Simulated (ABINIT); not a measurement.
Run report: Y, geometry relaxation (part 1 of 2)

Y (P6₃/mmc, 2 atoms in the cell), computed with Kohn-Sham DFT of a periodic cell, PBE, JTH PAW PBE v2.0, no spin polarisation (ABINIT 10.8.3).

The structure derives from an entry of the Crystallography Open Database. The geometry was changed: uniaxial strain of -1 %.

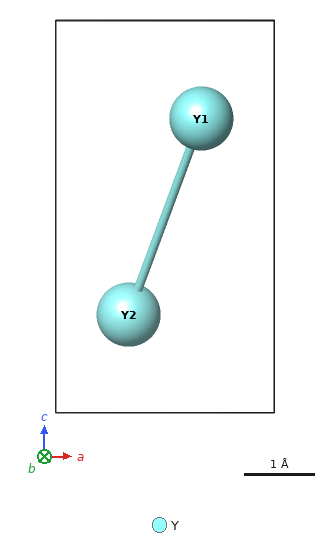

*The structure as given in the input (ball-and-stick view of the cell of the calculation, along the b axis; atoms are numbered from 1 in the order of the input). An atom can appear more than once, as a periodic image.*

Near neighbours in the periodic cell (some may lie outside the picture): Y has 12 Y at 3.53 to 3.65 Å.

**Input file**
```
pp_dirpath "./"
pseudos "Y.GGA_PBE-JTH.xml"

acell 3*1.0 Angstrom
rprim
     3.6474000000     0.0000000000     0.0000000000
    -1.8237000000     3.1587410578     0.0000000000
     0.0000000000     0.0000000000     5.6732940000
ntypat 1
znucl 39
natom 2
typat 1 1
xcart
     1.8237000002     1.0529136858     4.2549705000
    -0.0000000002     2.1058273720     1.4183235000 Angstrom
chkprim 0
chksymtnons 0
tolsym 1.0e-6

ecut 16.0
pawecutdg 32.0
pawxcdev 0

kptopt 1
ngkpt 6 6 4
nshiftk 1
shiftk 0.0 0.0 0.0

ixc 11

nband 15
occopt 3
tsmear 0.05 eV

nstep 100
tolvrs 1.0e-9

iomode 3
prtwf 0
prtden 0
prteig 0
prtebands 0
prtvol 2

ionmov 3
ntime 60
tolmxf 0.0005
```

Command:
```bash
abinit run.abi > log 2>&1
```

**Log**
```
.Version 10.8.3 of ABINIT
 Symmetries : space group P6_3/m m c (#194); Bravais hP (primitive hexag.)
================================================================================
 Values of the parameters that define the memory need of the present run
     intxc =       0    ionmov =       3      iscf =      17    lmnmax =      18
     lnmax =       6     mgfft =      40  mpssoang =       3    mqgrid =    3001
     natom =       2  nloc_mem =       2    nspden =       1   nspinor =       1
    nsppol =       1      nsym =      24    n1xccc =       1    ntypat =       1
    occopt =       3   xclevel =       2
       mpw =        1364          nfft =       29160          nkpt =          21
 PAW method is used; the additional fine FFT grid is defined by:
   mgfftf=        60    nfftf =     77760
================================================================================
================================================================================

--------------------------------------------------------------------------------
------------- Echo of variables that govern the present computation ------------
--------------------------------------------------------------------------------
 -outvars: echo values of preprocessed input variables --------
            acell      1.8897261259E+00  1.8897261259E+00  1.8897261259E+00 Bohr
              amu      8.89058500E+01
          chkprim           0
      chksymtnons           0
             ecut      1.60000000E+01 Hartree
           ionmov           3
              ixc          11
         kptrlatt        6    0    0      0    6    0      0    0    4
          kptrlen      4.13555224E+01
            natom           2
            nband          15
            ngfft          27      27      40
          ngfftdg          36      36      60
             nkpt          21
            nstep         100
             nsym          24
            ntime          60
           ntypat           1
           occopt           3
        pawecutdg      3.20000000E+01 Hartree
         pawxcdev           0
           prtden           0
        prtebands           0
           prteig           0
           prtvol           2
            prtwf           0
            rprim      3.6474000000E+00  0.0000000000E+00  0.0000000000E+00
                      -1.8237000000E+00  3.1587410578E+00  0.0000000000E+00
                       0.0000000000E+00  0.0000000000E+00  5.6732940000E+00
          spgroup         194
           tolmxf      5.00000000E-04
           tolsym      1.00000000E-06
           tolvrs      1.00000000E-09
           tsmear      1.83746611E-03 Hartree
            typat      1  1
           useylm           1
           xangst      1.8237000000E+00  1.0529136859E+00  4.2549705000E+00
                       1.0843505433E-17  2.1058273719E+00  1.4183235000E+00
            xcart      3.4462935358E+00  1.9897185006E+00  8.0407289188E+00
                       2.0491255514E-17  3.9794370013E+00  2.6802429729E+00
             xred      6.6666666667E-01  3.3333333333E-01  7.5000000000E-01
                       3.3333333333E-01  6.6666666667E-01  2.5000000000E-01
            znucl       39.00000

================================================================================

 chkinp: Checking input parameters for consistency.

================================================================================
== DATASET  1 ==================================================================

--- !DatasetInfo
iteration_state: {dtset: 1, }
dimensions: {natom: 2, nkpt: 21, mband: 15, nsppol: 1, nspinor: 1, nspden: 1, mpw: 1364, }
cutoff_energies: {ecut:  16.0, pawecutdg:  32.0, }
electrons: {nelect:   2.20000000E+01, charge:   0.00000000E+00, occopt:   3.00000000E+00, tsmear:   1.83746611E-03, }
meta: {optdriver: 0, ionmov: 3, optcell: 0, iscf: 17, paral_kgb: 0, }
...

 Exchange-correlation functional for the present dataset will be:
  GGA: Perdew-Burke-Ernzerhof functional - ixc=11
  J.P.Perdew, K.Burke, M.Ernzerhof, PRL 77, 3865 (1996)

 Real(R)+Recip(G) space primitive vectors, cartesian coordinates (Bohr,Bohr^-1):
 R(1)=  6.8925871  0.0000000  0.0000000  G(1)=  0.1450834  0.0837639  0.0000000
 R(2)= -3.4462935  5.9691555  0.0000000  G(2)=  0.0000000  0.1675279  0.0000000
 R(3)=  0.0000000  0.0000000 10.7209719  G(3)=  0.0000000  0.0000000  0.0932751
 Unit cell volume ucvol=  4.4109213E+02 bohr^3
 Angles (23,13,12)=  9.00000000E+01  9.00000000E+01  1.20000000E+02 degrees

 Coarse grid specifications (used for wave-functions):

 getcut: wavevector=  0.0000  0.0000  0.0000  ngfft=  27  27  40
         ecut(hartree)=     16.000   => boxcut(ratio)=   2.07205

 Fine grid specifications (used for densities):

 getcut: wavevector=  0.0000  0.0000  0.0000  ngfft=  36  36  60
         ecut(hartree)=     32.000   => boxcut(ratio)=   2.05107

--- Pseudopotential description ------------------------------------------------
- pspini: atom type   1  psp file is ./Y.GGA_PBE-JTH.xml
 Pseudopotential format is: paw10
 basis_size (lnmax)=  6 (lmn_size= 18), orbitals=   0   0   1   1   2   2
 Spheres core radius: rc_sph= 2.22006614
 Shapefunction is BESSEL type: shapef(r,l)=aa(1,l)*jl(q(1,l)*r)+aa(2,l)*jl(q(2,l)*r)
 Radius for shape functions =  1.86063522
 Compensation charge density is not taken into account in XC energy/potential

   6.63659257E+02                                ecore*ucvol(ha*bohr**3)
--------------------------------------------------------------------------------

================================================================================

=== [ionmov= 3] Broyden-Fletcher-Goldfarb-Shanno method (forces,Tot energy)
================================================================================

--- Iteration: ( 1/60) Internal Cycle: (1/1)
--------------------------------------------------------------------------------

---SELF-CONSISTENT-FIELD CONVERGENCE--------------------------------------------

--- !BeginCycle
iteration_state: {dtset: 1, itime: 1, icycle: 1, }
solver: {iscf: 17, nstep: 100, nline: 4, wfoptalg: 10, }
tolerances: {tolvrs: 1.00E-09, }
...

     iter   Etot(hartree)      deltaE(h)  residm     nres2
 ETOT  1  -77.294689038326    -7.729E+01 3.931E-01 9.046E-01
 ETOT  2  -77.425363639000    -1.307E-01 2.765E-02 1.955E-01
 ETOT  3  -77.425406037969    -4.240E-05 5.618E-04 6.180E-02
 ETOT  4  -77.425407112652    -1.075E-06 4.046E-04 2.067E-03
 ETOT  5  -77.425408070580    -9.579E-07 6.554E-05 7.089E-06
 ETOT  6  -77.425408146599    -7.602E-08 5.429E-05 1.567E-06
 ETOT  7  -77.425408152682    -6.083E-09 1.758E-05 6.162E-08
 ETOT  8  -77.425408153527    -8.446E-10 1.410E-05 9.258E-09
 ETOT  9  -77.425408153525     1.720E-12 4.638E-06 8.790E-10

 At SCF step    9       nres2   =  8.79E-10 < tolvrs=  1.00E-09 =>converged.

 Cartesian components of stress tensor (hartree/bohr^3)
  sigma(1 1)= -1.28740206E-05  sigma(3 2)=  0.00000000E+00
  sigma(2 2)= -1.28740207E-05  sigma(3 1)=  0.00000000E+00
  sigma(3 3)= -1.70226663E-06  sigma(2 1)=  0.00000000E+00

--- !ResultsGS
iteration_state: {dtset: 1, itime: 1, icycle: 1, }
comment   : Summary of ground state results
lattice_vectors:
- [  6.8925871,   0.0000000,   0.0000000, ]
- [ -3.4462935,   5.9691555,   0.0000000, ]
- [  0.0000000,   0.0000000,  10.7209719, ]
lattice_lengths: [   6.89259,    6.89259,   10.72097, ]
lattice_angles: [ 90.000,  90.000, 120.000, ] # degrees, (23, 13, 12)
lattice_volume:   4.4109213E+02
convergence: {deltae:  1.720E-12, res2:  8.790E-10, residm:  4.638E-06, diffor: null, }
etotal    :  -7.74254082E+01
entropy   :   0.00000000E+00
fermie    :   2.78873483E-01
cartesian_stress_tensor: # hartree/bohr^3
- [ -1.28740206E-05,   0.00000000E+00,   0.00000000E+00, ]
- [  0.00000000E+00,  -1.28740207E-05,   0.00000000E+00, ]
- [  0.00000000E+00,   0.00000000E+00,  -1.70226663E-06, ]
pressure_GPa:   2.6921E-01
xred      :
- [  6.6667E-01,   3.3333E-01,   7.5000E-01,  Y]
- [  3.3333E-01,   6.6667E-01,   2.5000E-01,  Y]
cartesian_forces: # hartree/bohr
- [ -2.34394882E-28,  -4.05983845E-28,  -0.00000000E+00, ]
- [  2.34394882E-28,   4.05983845E-28,  -0.00000000E+00, ]
force_length_stats: {min:   4.68789764E-28, max:   4.68789764E-28, mean:   4.68789764E-28, }
...

 Integrated electronic density in atomic spheres:
 ------------------------------------------------
 Atom  Sphere_radius  Integrated_density
    1        2.22007          8.06810882
    2        2.22007          8.06810882

---OUTPUT-----------------------------------------------------------------------

 Cartesian coordinates (xcart) [bohr]
  3.44629353581802E+00  1.98971850063408E+00  8.04072891881690E+00
  2.04912555139539E-17  3.97943700126816E+00  2.68024297293897E+00
 Reduced coordinates (xred)
  6.66666666666667E-01  3.33333333333333E-01  7.50000000000000E-01
  3.33333333333333E-01  6.66666666666667E-01  2.50000000000000E-01
 Cartesian forces (fcart) [Ha/bohr]; max,rms= 4.05984E-28 2.70656E-28 (free atoms)
 -2.34394882081504E-28 -4.05983844794572E-28 -0.00000000000000E+00
  2.34394882081504E-28  4.05983844794572E-28 -0.00000000000000E+00
 Gradient of E wrt nuclear positions in reduced coordinates (gred)
  1.61558713389263E-27  1.61558713389263E-27  0.00000000000000E+00
 -1.61558713389263E-27 -1.61558713389263E-27 -0.00000000000000E+00
 Total energy (etotal) [Ha]= -7.74254081535252E+01

 At Broyd/MD step   1, gradients are converged :
  max grad (force/stress) = 4.0598E-28 < tolmxf= 5.0000E-04 ha/bohr (free atoms)

================================================================================

 ----iterations are completed or convergence reached----
```
